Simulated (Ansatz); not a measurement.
## FeCo (space group Pm-3m, No. 221): the states at the Fermi level

The calculation's input:

```yaml
crystal:
  lattice:
    - [2.857, 0.0, 0.0]
    - [0.0, 2.857, 0.0]
    - [0.0, 0.0, 2.857]
  atoms:
    - { symbol: Fe, position: [0.5, 0.5, 0.5], spin: 4.0 }
    - { symbol: Co, position: [0.0, 0.0, 0.0], spin: 3.0 }
basis:
  ecutwfc: 420
kpoints:
  mp_grid: { grid: [14, 14, 14] }
hamiltonian:
  xc: pbe
scf:
  occupations: { method: gaussian, width: 0.05 }
output:
  forces: true
  eigenvalues: true
  eigenstates:
    nscf_kmesh: { grid: [34, 34, 34] }
    top_band: c6
    de_dk: true
    localisation: true
  stress: true
  populations: true
checkpoint:
  write: ck
  compress: false
  write_wavefunctions: false
  write_every: 100000
magnetization:
  spin_polarized: true
```

Launched as:

```sh
ansatz run input.yaml --threads 1 --pin off --max-ram 3072MiB --backend cpu --events-out ev --progress --plain --runs-dir out
```

Level of theory: Ansatz, DFT PBE, scalar-relativistic, plane waves, PAW; levels and slopes on a dense k mesh at the converged density. Collinear spin polarisation. Mesh 34×34×34, interpolated with the band slopes. Cell and positions as given, without relaxation.

Part 1: The sheets

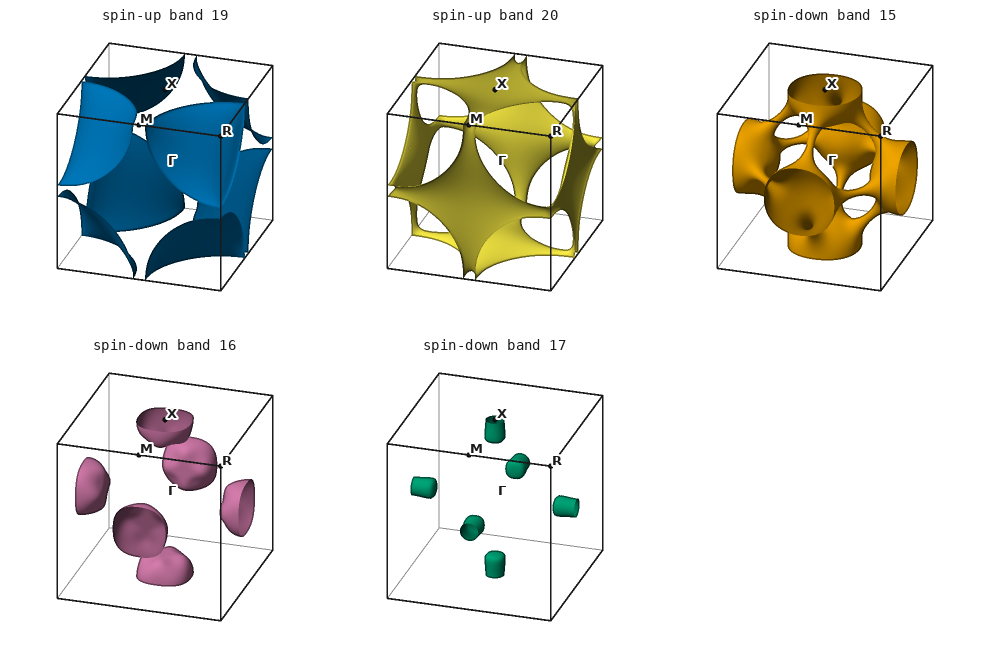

Computed Fermi surface of this crystal. Each panel holds one band. The brighter face of a sheet looks towards empty states.

Q: Summarise the topology of this Fermi surface.

A: Five bands cross the Fermi level; this is a three-dimensional metal.

Spin-up band 19: one hole pocket centred at R (28 % of the zone).
Spin-up band 20: an open electron network that joins neighbouring zones in all directions (5.9 % of the zone).
Spin-down band 15: an open electron network that joins neighbouring zones in all directions (16 % of the zone).
Spin-down band 16: three electron pockets centred at X (each 1.9 % of the zone).
Spin-down band 17: three electron pockets centred at X (each 0.30 % of the zone).
A pocket cut by a face of the zone is counted once with the part on the opposite face.
The shape of the surface of spin-down band 15 changes its kind within 0.04 eV of this level, so small parts may appear, vanish, join or separate.

Q: How large are the density of states and the plasma frequency?

A: The density of states at the Fermi level is 1.5 states/eV per primitive cell. The intraband plasma frequency is 6.0 eV in all directions.

Part 2: The two spins

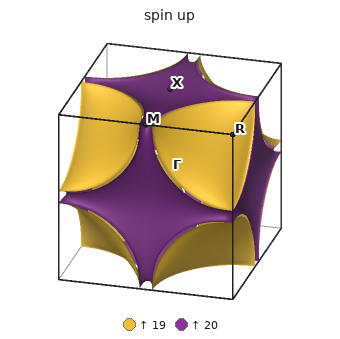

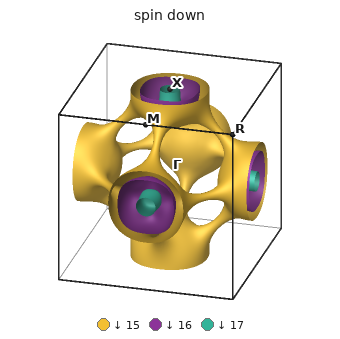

Spin-resolved Fermi surfaces of this crystal; the net moment is 4.5 μB per cell, and spin up is the majority channel.

Q: How do the two spin channels differ at the Fermi level?

A: Spin up has two and spin down three bands crossing, with 0.30 and 1.2 states/eV per cell, so (N↑ − N↓)/(N↑ + N↓) = −0.60.

Part 3: Speeds

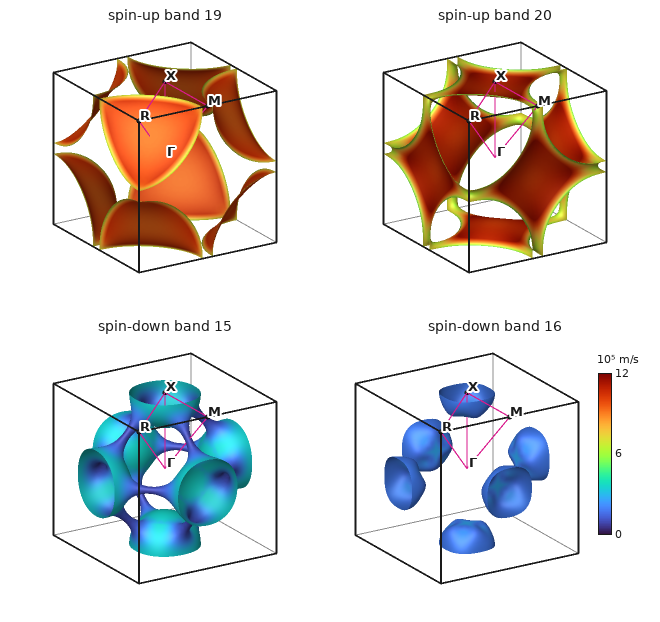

Fermi surface of this crystal (the four sheets of greatest area among five bands), coloured by the Fermi speed.

Q: How fast are the electrons on each sheet?

A: Spin-up band 19: 6.7 to 10 × 10⁵ m/s over most of the sheet, 9.4 × 10⁵ m/s on average over states. Spin-up band 20: 5.7 to 12 × 10⁵ m/s over most of the sheet, 9.3 × 10⁵ m/s on average over states. Spin-down band 15: 1.0 to 3.6 × 10⁵ m/s over most of the sheet, 2.2 × 10⁵ m/s on average over states. Spin-down band 16: 1.8 to 2.3 × 10⁵ m/s over most of the sheet, 2.0 × 10⁵ m/s on average over states.

Q: Which of these bands adds most to the density of states at the Fermi level?

A: Spin-down band 15, with 0.76 of 1.5 states/eV per cell.

Part 4: Cuts and bands

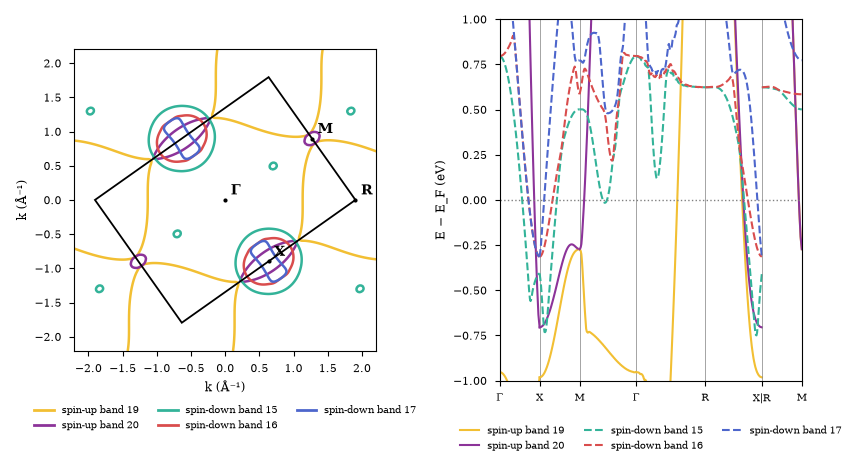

This crystal: cut through the Fermi surface in the plane through Γ, R and M, and the bands that cross the Fermi level.

Q: Give each band's level at the labelled points, in eV from the Fermi level.

A:
```tsv
band	Γ	R	M	X
spin-up band 19	−0.95	above	−0.27	−0.98
spin-up band 20	above	above	−0.27	−0.70
spin-down band 15	+0.80	+0.62	+0.50	−0.41
spin-down band 16	+0.80	+0.62	+0.58	−0.31
spin-down band 17	above	above	+0.77	−0.31
```

Negative values are filled states; "above" and "below" lie outside the plotted window.

Part 5: Nesting

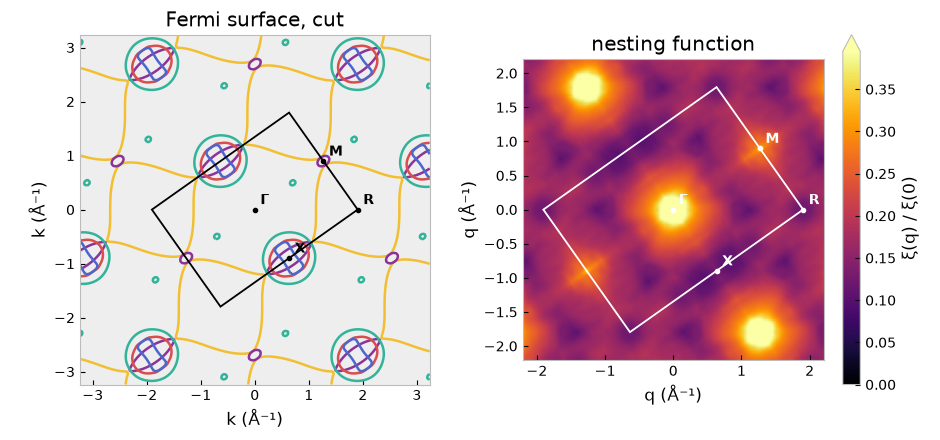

This crystal: a cut of the Fermi surface and the nesting function ξ(q) = Σ δ(ε_k) δ(ε_k+q) over all sheets (each δ a Gaussian as wide as the level changes between mesh points, at least 0.03 eV; heights depend on it), both in the plane through Γ, R and M.

Q: Where is the strongest nesting away from q = 0?

A: The highest maximum lies at M, at q = (−0.50, −0.50, 0.00) in units of the primitive reciprocal vectors. It reaches 0.36 of the value at q = 0, against a mean of 0.17. A peak of ξ alone doesn't prove an instability there.

Part 6: Weight on the atoms

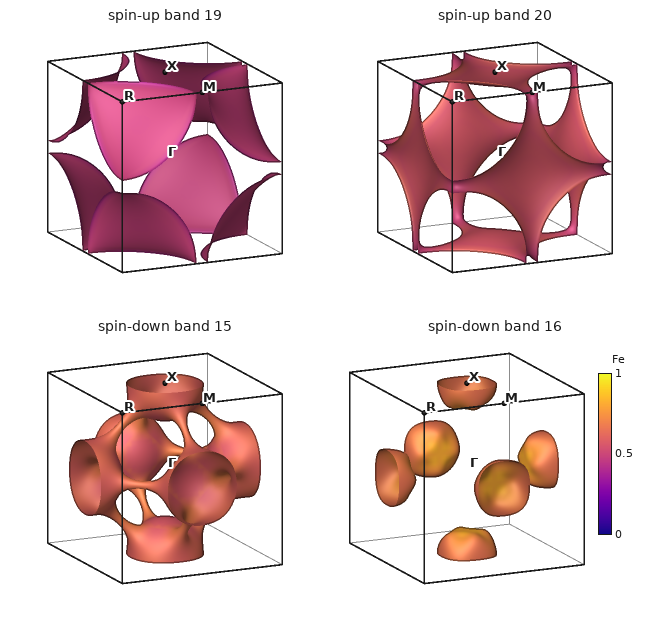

Fermi surface of this crystal (the four sheets of greatest area among five bands), coloured by the weight of the states on Fe (Voronoi cells).

Q: On which elements do the states at the Fermi level lie?

A: Spin-up band 19: Co (52 %) and Fe (48 %). Spin-up band 20: Fe (56 %) and Co (44 %). Spin-down band 15: Fe (64 %) and Co (36 %). Spin-down band 16: Fe (71 %) and Co (29 %).

The run ends with a net moment of 4.5 μB a cell, the order reached from its starting moments, not necessarily the lowest. Necks and pockets thinner than about two mesh steps aren't resolved, so separate pockets may in truth be joined.

The run (self-consistency and the dense mesh) took 50 s on 1 thread of Arm Neoverse V2 (shared host), peak memory 0.73 GiB.
